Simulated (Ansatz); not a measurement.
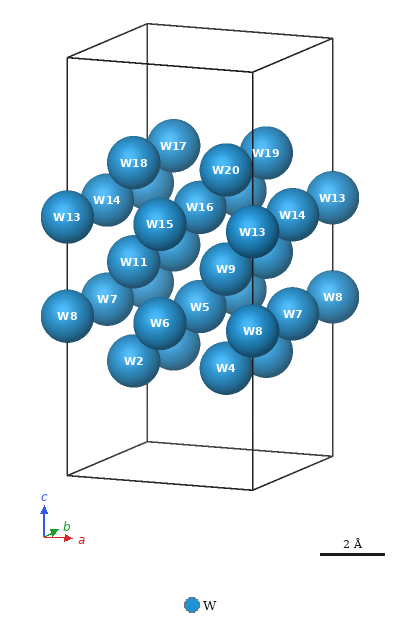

**Figure 1.** The structure as given in the input (spheres-only view of the cell of the calculation, with the vacuum cut short, seen slightly off an axis; atoms are numbered from 1 in the order of the input). An atom can appear more than once, as a periodic image.

**Geometry relaxation of W (part 1 of 3)**

The run: geometry relaxation of W (slab, 20 atoms in the cell). Method and program: DFT PBE+D3(BJ), scalar-relativistic, plane waves, PAW, no spin polarisation (Ansatz 0.2.0).

The structure derives from an entry of the Crystallography Open Database. The input holds or restrains some coordinates. Forces given for the steps count only the free coordinates. It belongs to a series of runs on one base structure; here: clean slab, lower planes held. Figures and captions count atoms from 1; the log counts them from 0 in places.

Output
```
Engine: ansatz 0.2.0, aarch64-unknown-linux-gnu
Pseudopotentials: kind: paw
Pseudopotential: W, paw, valence charge 14, recommended cutoff 420 eV (normal), W.paw.azcp
Functional definition: PBE
  parameter kappa = 0.804
  parameter beta = 0.06672455060314922
  exchange = pbe_x(kappa = kappa, mu = beta*pi^2/3)
  correlation = pbe_c(beta = beta)
Crystal: 20 atoms, lattice volume = 891.112 Å³
Basis set: ecut = 420 eV, 17447 PW (Γ), exchange–correlation on 90×90×300 points (8 copies of the dense FFT grid, shifted against one another)
Bands: 168, of which v1, the nominal top of the filled ones, is band 140 counted from 1 (139 counted from 0)
Symmetry: 32 space group operations
k-points: 3 of 9
Non-local potential: W, projectors of the file, l = 0: 3, l = 1: 2, l = 2: 2, l = 3: 1
PAW form: soft (Blöchl's): semilocal exchange-correlation on the pseudo side does not see the compensation charge
PAW one-centre angular grid: W, 590 points (default); XC on 64 Gauss nodes
Initial density: superposition of atomic densities (neutral atoms: chi_scale 0, normalization atom), corrected by the library's trained network
Initial wavefunctions: pseudopotential atomic-orbital guess
Functional: x = pbe(κ = 0.804, μ = 0.2195149727645171), c = pbe(β = 0.06672455060314922)
SCF iter   1: F=—  HF=-207684.622689 eV  |F-HF|=—  |Δ(HF+E_count)|=         —  Δρ=6.75e-3  dr2=1.16e0  ethr=1.77e-3  p=0.000 e·Å  D=1.17e-13 V/Å  ΔV_dip=-0.00 eV  dr2_dipole=2.94e-10  V_vac-E_F(+/−)=4.31/4.31 eV  ⟨swp⟩=11.7  Hψ=2608  notcnv=0
efield: sawtooth ramp at fractional position 0.9800 (placed from the atoms, in the widest stretch of the axis that holds none; the zero of the levels goes with the place), width 0.0400; the density the first Hamiltonian is built on has a dipole p = 0.000 e·Å; the dipole correction subtracts the counter field D = 1.17e-13 V/Å, which shifts the + side's vacuum level by -0.00 eV against the − side's; the planar-averaged density in the ramp window peaks in size at 2.6e-5 e/Å³
preconditioner: auto → LDOS  [metal: Δε(μ)=0.060 eV  Ē_g=4.187 eV  σ=0.100 eV  W_gap=0.33  n_scr=178 (ndim 8)  ℏωp=13.6 eV  f_vac=0.545  D(μ)=23.50/eV (n_scr^D=138)  β→1.0]
SCF iter   2: F=—  HF=-207684.583582 eV  |F-HF|=—  |Δ(HF+E_count)|=   3.91e-2  Δρ=5.51e-3  dr2=7.39e-1  ethr=4.13e-4  p=-0.000 e·Å  D=-1.26e-6 V/Å  ΔV_dip=0.00 eV  dr2_dipole=1.00e-8  V_vac-E_F(+/−)=4.19/4.19 eV  ⟨swp⟩=2.7  Hψ=801  notcnv=0  defer=48
SCF iter   3: F=—  HF=-207684.505406 eV  |F-HF|=—  |Δ(HF+E_count)|=   7.82e-2  Δρ=1.36e-3  dr2=5.16e-2  ethr=2.64e-4  p=-0.000 e·Å  D=-6.33e-7 V/Å  ΔV_dip=0.00 eV  dr2_dipole=1.21e-9  V_vac-E_F(+/−)=4.20/4.20 eV  ⟨swp⟩=2.0  Hψ=665  notcnv=0  defer=48
SCF iter   4: F=—  HF=-207684.502879 eV  |F-HF|=—  |Δ(HF+E_count)|=   2.53e-3  Δρ=3.12e-4  dr2=2.36e-3  ethr=1.84e-5  p=-0.000 e·Å  D=-5.05e-7 V/Å  ΔV_dip=0.00 eV  dr2_dipole=1.24e-9  V_vac-E_F(+/−)=4.19/4.19 eV  ⟨swp⟩=2.3  Hψ=671  notcnv=0  defer=48
SCF iter   5: F=—  HF=-207684.502252 eV  |F-HF|=—  |Δ(HF+E_count)|=   6.28e-4  Δρ=9.77e-5  dr2=8.57e-5  ethr=8.42e-7  p=-0.000 e·Å  D=-2.81e-7 V/Å  ΔV_dip=0.00 eV  dr2_dipole=1.23e-9  V_vac-E_F(+/−)=4.17/4.17 eV  ⟨swp⟩=2.7  Hψ=712  notcnv=0  defer=33
SCF iter   6: F=-207684.502333 eV  HF=-207684.502330 eV  |F-HF|=2.63e-6  |Δ(HF+E_count)|=   7.84e-5  Δρ=3.13e-5  dr2=1.28e-5  ethr=8.04e-9  p=-0.000 e·Å  D=-2.30e-7 V/Å  ΔV_dip=0.00 eV  dr2_dipole=2.25e-11  V_vac-E_F(+/−)=4.17/4.17 eV  ⟨swp⟩=97.3  Hψ=6760  notcnv=0
SCF 1 converged in 6 iterations: F = -207684.502333 eV  dr2 = 1.28e-5
  greatest PAW one-centre occupation: 1.000 electrons in one spin orbital (limit 2), on the W atom at site 3 (counted from 0), in its partial waves of l = 0
relax step   1: F+E_penalty+E_count = -207684.50233255 eV  Δ(F+E_penalty+E_count) = +0.000e0 eV  max|allowed force component| = 1.472e0 eV/Å  Δτ_max = 0.0000 Å  (6 SCF iters, dr2 threshold 2.25e-5 eV, accepted)
Initial density: handed on by an earlier stage of this run
Initial wavefunctions: those handed on with the density
SCF iter   1: F=—  HF=-207684.862765 eV  |F-HF|=—  |Δ(HF+E_count)|=         —  Δρ=1.45e-2  dr2=2.50e1  ethr=3.10e-3  p=-0.000 e·Å  D=-1.32e-7 V/Å  ΔV_dip=0.00 eV  dr2_dipole=9.16e0  V_vac-E_F(+/−)=4.28/4.28 eV  ⟨swp⟩=6.7  Hψ=1325  notcnv=0  defer=20
efield: sawtooth ramp at fractional position 0.9800 (handed on by an earlier solve), width 0.0400; the density the first Hamiltonian is built on has a dipole p = -0.000 e·Å; the dipole correction subtracts the counter field D = -1.32e-7 V/Å, which shifts the + side's vacuum level by +0.00 eV against the − side's; the planar-averaged density in the ramp window peaks in size at 8.3e-7 e/Å³
preconditioner: auto → LDOS  [insulator: Δε(μ)=0.107 eV  Ē_g=4.351 eV  σ=0.100 eV  W_gap=0.53  n_scr=178 (ndim 8)  ℏωp=13.6 eV  f_vac=0.554  D(μ)=18.28/eV (n_scr^D=92)  ε∞_Penn≈10.8  β→1.0]
SCF iter   2: F=—  HF=-207684.561187 eV  |F-HF|=—  |Δ(HF+E_count)|=   3.02e-1  Δρ=7.84e-3  dr2=7.68e0  ethr=3.10e-3  p=0.011 e·Å  D=2.28e-3 V/Å  ΔV_dip=-0.05 eV  dr2_dipole=2.38e0  V_vac-E_F(+/−)=4.02/4.07 eV  ⟨swp⟩=2.3  Hψ=734  notcnv=0  defer=51
SCF iter   3: F=—  HF=-207684.335147 eV  |F-HF|=—  |Δ(HF+E_count)|=   2.26e-1  Δρ=2.33e-3  dr2=1.64e-1  ethr=2.74e-3  p=0.011 e·Å  D=2.22e-3 V/Å  ΔV_dip=-0.05 eV  dr2_dipole=4.21e-3  V_vac-E_F(+/−)=4.14/4.19 eV  ⟨swp⟩=2.7  Hψ=644  notcnv=0  defer=51
SCF iter   4: F=—  HF=-207684.306544 eV  |F-HF|=—  |Δ(HF+E_count)|=   2.86e-2  Δρ=5.69e-4  dr2=7.19e-3  ethr=5.84e-5  p=0.014 e·Å  D=2.75e-3 V/Å  ΔV_dip=-0.06 eV  dr2_dipole=3.78e-4  V_vac-E_F(+/−)=4.12/4.18 eV  ⟨swp⟩=2.3  Hψ=788  notcnv=0  defer=52
SCF iter   5: F=—  HF=-207684.306180 eV  |F-HF|=—  |Δ(HF+E_count)|=   3.64e-4  Δρ=1.90e-4  dr2=1.68e-3  ethr=2.57e-6  p=0.016 e·Å  D=3.16e-3 V/Å  ΔV_dip=-0.07 eV  dr2_dipole=4.86e-4  V_vac-E_F(+/−)=4.12/4.19 eV  ⟨swp⟩=2.7  Hψ=760  notcnv=0  defer=52
SCF iter   6: F=-207684.306067 eV  HF=-207684.306148 eV  |F-HF|=8.10e-5  |Δ(HF+E_count)|=   3.17e-5  Δρ=5.26e-5  dr2=8.94e-5  ethr=3.57e-8  p=0.015 e·Å  D=3.14e-3 V/Å  ΔV_dip=-0.07 eV  dr2_dipole=2.30e-5  V_vac-E_F(+/−)=4.12/4.19 eV  ⟨swp⟩=31.3  Hψ=6460  notcnv=0
SCF 2 converged in 6 iterations: F = -207684.306067 eV  dr2 = 8.94e-5
relax step   2: F+E_penalty+E_count = -207684.30606744 eV  Δ(F+E_penalty+E_count) = +1.963e-1 eV  max|allowed force component| = 1.913e0 eV/Å  Δτ_max = 0.1947 Å  (6 SCF iters, dr2 threshold 1.00e-4 eV, rejected (line search))
iter 1 solved again at ethr=2.35e-3 eV; its pass at ethr=3.10e-3 eV (dr2=6.59e0 eV) is discarded
SCF iter   1: F=—  HF=-207685.152593 eV  |F-HF|=—  |Δ(HF+E_count)|=         —  Δρ=7.80e-3  dr2=6.58e0  ethr=2.35e-3  p=0.015 e·Å  D=3.13e-3 V/Å  ΔV_dip=-0.07 eV  dr2_dipole=2.50e0  V_vac-E_F(+/−)=4.07/4.14 eV  ⟨swp⟩=1.3  Hψ=1727  notcnv=0  defer=17
efield: sawtooth ramp at fractional position 0.9800 (handed on by an earlier solve), width 0.0400; the density the first Hamiltonian is built on has a dipole p = 0.015 e·Å; the dipole correction subtracts the counter field D = 3.13e-3 V/Å, which shifts the + side's vacuum level by -0.07 eV against the − side's; the planar-averaged density in the ramp window peaks in size at 2.0e-6 e/Å³
preconditioner: auto → LDOS  [metal: Δε(μ)=0.047 eV  Ē_g=4.228 eV  σ=0.100 eV  W_gap=0.25  n_scr=178 (ndim 8)  ℏωp=13.6 eV  f_vac=0.548  D(μ)=27.61/eV (n_scr^D=204)  β→1.0]
SCF iter   2: F=—  HF=-207685.025252 eV  |F-HF|=—  |Δ(HF+E_count)|=   1.27e-1  Δρ=3.47e-3  dr2=6.16e-1  ethr=2.35e-3  p=0.015 e·Å  D=3.09e-3 V/Å  ΔV_dip=-0.07 eV  dr2_dipole=1.91e-1  V_vac-E_F(+/−)=4.14/4.21 eV  ⟨swp⟩=2.7  Hψ=625  notcnv=0  defer=17
SCF iter   3: F=—  HF=-207684.994678 eV  |F-HF|=—  |Δ(HF+E_count)|=   3.06e-2  Δρ=2.20e-3  dr2=2.13e-1  ethr=2.20e-4  p=0.046 e·Å  D=9.42e-3 V/Å  ΔV_dip=-0.21 eV  dr2_dipole=1.45e-3  V_vac-E_F(+/−)=4.01/4.22 eV  ⟨swp⟩=3.0  Hψ=936  notcnv=0  defer=29
SCF iter   4: F=—  HF=-207684.969787 eV  |F-HF|=—  |Δ(HF+E_count)|=   2.49e-2  Δρ=2.59e-4  dr2=3.26e-3  ethr=7.61e-5  p=0.035 e·Å  D=7.09e-3 V/Å  ΔV_dip=-0.16 eV  dr2_dipole=1.06e-3  V_vac-E_F(+/−)=4.06/4.22 eV  ⟨swp⟩=2.0  Hψ=735  notcnv=0  defer=44
SCF iter   5: F=—  HF=-207684.970237 eV  |F-HF|=—  |Δ(HF+E_count)|=   4.50e-4  Δρ=1.02e-4  dr2=1.02e-4  ethr=1.16e-6  p=0.034 e·Å  D=6.84e-3 V/Å  ΔV_dip=-0.15 eV  dr2_dipole=3.38e-6  V_vac-E_F(+/−)=4.06/4.22 eV  ⟨swp⟩=2.7  Hψ=807  notcnv=0  defer=44
SCF iter   6: F=—  HF=-207684.970245 eV  |F-HF|=—  |Δ(HF+E_count)|=   8.43e-6  Δρ=2.42e-5  dr2=9.90e-6  ethr=3.65e-8  p=0.033 e·Å  D=6.70e-3 V/Å  ΔV_dip=-0.15 eV  dr2_dipole=9.25e-7  V_vac-E_F(+/−)=4.07/4.22 eV  ⟨swp⟩=2.7  Hψ=778  notcnv=0  defer=44
SCF iter   7: F=—  HF=-207684.969731 eV  |F-HF|=—  |Δ(HF+E_count)|=   5.14e-4  Δρ=9.93e-6  dr2=2.60e-6  ethr=3.53e-9  p=0.032 e·Å  D=6.58e-3 V/Å  ΔV_dip=-0.15 eV  dr2_dipole=9.42e-8  V_vac-E_F(+/−)=4.07/4.21 eV  ⟨swp⟩=3.0  Hψ=807  notcnv=0  defer=44
SCF iter   8: F=—  HF=-207684.969731 eV  |F-HF|=—  |Δ(HF+E_count)|=   4.24e-7  Δρ=3.29e-6  dr2=2.73e-7  ethr=9.29e-10  p=0.032 e·Å  D=6.55e-3 V/Å  ΔV_dip=-0.15 eV  dr2_dipole=4.21e-10  V_vac-E_F(+/−)=4.07/4.21 eV  ⟨swp⟩=2.3  Hψ=631  notcnv=0  defer=44
SCF iter   9: F=-207684.969731 eV  HF=-207684.969731 eV  |F-HF|=5.79e-9  |Δ(HF+E_count)|=   1.93e-7  Δρ=8.42e-7  dr2=1.66e-8  ethr=3.57e-11  p=0.032 e·Å  D=6.51e-3 V/Å  ΔV_dip=-0.15 eV  dr2_dipole=9.71e-11  V_vac-E_F(+/−)=4.07/4.21 eV  ⟨swp⟩=26.7  Hψ=4682  notcnv=0
SCF 3 converged in 9 iterations: F = -207684.969731 eV  dr2 = 1.66e-8
relax step   3: F+E_penalty+E_count = -207684.96973148 eV  Δ(F+E_penalty+E_count) = -4.674e-1 eV  max|allowed force component| = 2.108e-1 eV/Å  Δτ_max = 0.0948 Å  (9 SCF iters, accepted)
iter 1 solved again at ethr=4.07e-4 eV; its pass at ethr=3.10e-3 eV (dr2=1.14e0 eV) is discarded
SCF iter   1: F=—  HF=-207685.030924 eV  |F-HF|=—  |Δ(HF+E_count)|=         —  Δρ=4.60e-3  dr2=1.05e0  ethr=4.07e-4  p=0.032 e·Å  D=6.51e-3 V/Å  ΔV_dip=-0.15 eV  dr2_dipole=2.73e-1  V_vac-E_F(+/−)=4.07/4.22 eV  ⟨swp⟩=1.7  Hψ=1465  notcnv=0  defer=42
efield: sawtooth ramp at fractional position 0.9800 (handed on by an earlier solve), width 0.0400; the density the first Hamiltonian is built on has a dipole p = 0.032 e·Å; the dipole correction subtracts the counter field D = 6.51e-3 V/Å, which shifts the + side's vacuum level by -0.15 eV against the − side's; the planar-averaged density in the ramp window peaks in size at 9.2e-7 e/Å³
preconditioner: auto → LDOS  [metal: Δε(μ)=0.046 eV  Ē_g=4.295 eV  σ=0.100 eV  W_gap=0.25  n_scr=178 (ndim 8)  ℏωp=13.6 eV  f_vac=0.551  D(μ)=28.86/eV (n_scr^D=220)  β→1.0]
SCF iter   2: F=—  HF=-207684.991148 eV  |F-HF|=—  |Δ(HF+E_count)|=   3.98e-2  Δρ=1.86e-3  dr2=1.11e-1  ethr=3.77e-4  p=0.052 e·Å  D=1.07e-2 V/Å  ΔV_dip=-0.24 eV  dr2_dipole=3.65e-3  V_vac-E_F(+/−)=4.00/4.24 eV  ⟨swp⟩=2.3  Hψ=618  notcnv=0  defer=42
SCF iter   3: F=—  HF=-207684.984298 eV  |F-HF|=—  |Δ(HF+E_count)|=   6.85e-3  Δρ=1.04e-3  dr2=7.50e-2  ethr=3.97e-5  p=0.032 e·Å  D=6.54e-3 V/Å  ΔV_dip=-0.15 eV  dr2_dipole=2.05e-2  V_vac-E_F(+/−)=4.08/4.22 eV  ⟨swp⟩=3.0  Hψ=889  notcnv=0  defer=42
SCF iter   4: F=—  HF=-207684.979598 eV  |F-HF|=—  |Δ(HF+E_count)|=   4.70e-3  Δρ=1.96e-4  dr2=4.44e-4  ethr=2.68e-5  p=0.038 e·Å  D=7.66e-3 V/Å  ΔV_dip=-0.17 eV  dr2_dipole=3.35e-6  V_vac-E_F(+/−)=4.06/4.23 eV  ⟨swp⟩=2.0  Hψ=593  notcnv=0  defer=42
SCF iter   5: F=—  HF=-207684.979410 eV  |F-HF|=—  |Δ(HF+E_count)|=   1.89e-4  Δρ=8.10e-5  dr2=1.24e-4  ethr=1.58e-7  p=0.036 e·Å  D=7.34e-3 V/Å  ΔV_dip=-0.16 eV  dr2_dipole=1.37e-8  V_vac-E_F(+/−)=4.06/4.22 eV  ⟨swp⟩=3.0  Hψ=908  notcnv=0  defer=45
SCF iter   6: F=—  HF=-207684.979396 eV  |F-HF|=—  |Δ(HF+E_count)|=   1.34e-5  Δρ=1.84e-5  dr2=5.34e-6  ethr=4.44e-8  p=0.036 e·Å  D=7.22e-3 V/Å  ΔV_dip=-0.16 eV  dr2_dipole=1.37e-6  V_vac-E_F(+/−)=4.06/4.22 eV  ⟨swp⟩=2.3  Hψ=797  notcnv=0  defer=45
SCF iter   7: F=-207684.979397 eV  HF=-207684.979396 eV  |F-HF|=1.16e-7  |Δ(HF+E_count)|=   2.48e-7  Δρ=6.12e-6  dr2=5.74e-7  ethr=9.92e-10  p=0.035 e·Å  D=7.14e-3 V/Å  ΔV_dip=-0.16 eV  dr2_dipole=1.38e-8  V_vac-E_F(+/−)=4.06/4.22 eV  ⟨swp⟩=26.3  Hψ=5675  notcnv=0
SCF 4 converged in 7 iterations: F = -207684.979397 eV  dr2 = 5.74e-7
relax step   4: F+E_penalty+E_count = -207684.97939652 eV  Δ(F+E_penalty+E_count) = -9.665e-3 eV  max|allowed force component| = 1.420e-1 eV/Å  Δτ_max = 0.0644 Å  (7 SCF iters, dr2 threshold 2.78e-6 eV, accepted)
SCF iter   1: F=—  HF=-207685.001816 eV  |F-HF|=—  |Δ(HF+E_count)|=         —  Δρ=2.32e-3  dr2=3.83e-1  ethr=6.89e-4  p=0.035 e·Å  D=7.14e-3 V/Å  ΔV_dip=-0.16 eV  dr2_dipole=1.20e-1  V_vac-E_F(+/−)=4.07/4.23 eV  ⟨swp⟩=2.7  Hψ=737  notcnv=0  defer=47
efield: sawtooth ramp at fractional position 0.9800 (handed on by an earlier solve), width 0.0400; the density the first Hamiltonian is built on has a dipole p = 0.035 e·Å; the dipole correction subtracts the counter field D = 7.14e-3 V/Å, which shifts the + side's vacuum level by -0.16 eV against the − side's; the planar-averaged density in the ramp window peaks in size at 9.2e-7 e/Å³
preconditioner: auto → LDOS  [metal: Δε(μ)=0.048 eV  Ē_g=4.256 eV  σ=0.100 eV  W_gap=0.25  n_scr=178 (ndim 8)  ℏωp=13.6 eV  f_vac=0.549  D(μ)=28.84/eV (n_scr^D=220)  β→1.0]
SCF iter   2: F=—  HF=-207684.991769 eV  |F-HF|=—  |Δ(HF+E_count)|=   1.00e-2  Δρ=8.21e-4  dr2=3.89e-2  ethr=1.37e-4  p=0.028 e·Å  D=5.74e-3 V/Å  ΔV_dip=-0.13 eV  dr2_dipole=7.03e-3  V_vac-E_F(+/−)=4.09/4.22 eV  ⟨swp⟩=1.3  Hψ=583  notcnv=0  defer=47
SCF iter   3: F=—  HF=-207684.990158 eV  |F-HF|=—  |Δ(HF+E_count)|=   1.61e-3  Δρ=5.23e-4  dr2=1.71e-2  ethr=1.39e-5  p=0.035 e·Å  D=7.14e-3 V/Å  ΔV_dip=-0.16 eV  dr2_dipole=4.79e-3  V_vac-E_F(+/−)=4.06/4.22 eV  ⟨swp⟩=2.7  Hψ=734  notcnv=0  defer=47
SCF iter   4: F=—  HF=-207684.989146 eV  |F-HF|=—  |Δ(HF+E_count)|=   1.01e-3  Δρ=1.08e-4  dr2=3.32e-4  ethr=6.11e-6  p=0.033 e·Å  D=6.65e-3 V/Å  ΔV_dip=-0.15 eV  dr2_dipole=2.15e-6  V_vac-E_F(+/−)=4.07/4.22 eV  ⟨swp⟩=2.0  Hψ=621  notcnv=0  defer=47
SCF iter   5: F=—  HF=-207684.988684 eV  |F-HF|=—  |Δ(HF+E_count)|=   4.61e-4  Δρ=3.02e-5  dr2=2.50e-5  ethr=1.19e-7  p=0.034 e·Å  D=6.88e-3 V/Å  ΔV_dip=-0.15 eV  dr2_dipole=2.60e-6  V_vac-E_F(+/−)=4.07/4.22 eV  ⟨swp⟩=3.0  Hψ=782  notcnv=0  defer=47
SCF iter   6: F=—  HF=-207684.988685 eV  |F-HF|=—  |Δ(HF+E_count)|=   3.24e-7  Δρ=9.48e-6  dr2=2.64e-6  ethr=8.93e-9  p=0.034 e·Å  D=6.95e-3 V/Å  ΔV_dip=-0.16 eV  dr2_dipole=4.87e-7  V_vac-E_F(+/−)=4.07/4.22 eV  ⟨swp⟩=2.0  Hψ=734  notcnv=0  defer=47
SCF iter   7: F=-207684.988685 eV  HF=-207684.988685 eV  |F-HF|=5.42e-8  |Δ(HF+E_count)|=   6.20e-7  Δρ=3.73e-6  dr2=2.84e-7  ethr=4.50e-10  p=0.034 e·Å  D=6.99e-3 V/Å  ΔV_dip=-0.16 eV  dr2_dipole=1.02e-8  V_vac-E_F(+/−)=4.07/4.22 eV  ⟨swp⟩=23.0  Hψ=5345  notcnv=0
SCF 5 converged in 7 iterations: F = -207684.988685 eV  dr2 = 2.84e-7
relax step   5: F+E_penalty+E_count = -207684.98868535 eV  Δ(F+E_penalty+E_count) = -9.289e-3 eV  max|allowed force component| = 4.189e-3 eV/Å  Δτ_max = 0.0251 Å  (7 SCF iters, dr2 threshold 1.26e-6 eV, accepted)
iter 1 solved again at ethr=1.02e-10 eV; its pass at ethr=3.10e-3 eV (dr2=2.85e-7 eV) is discarded
```
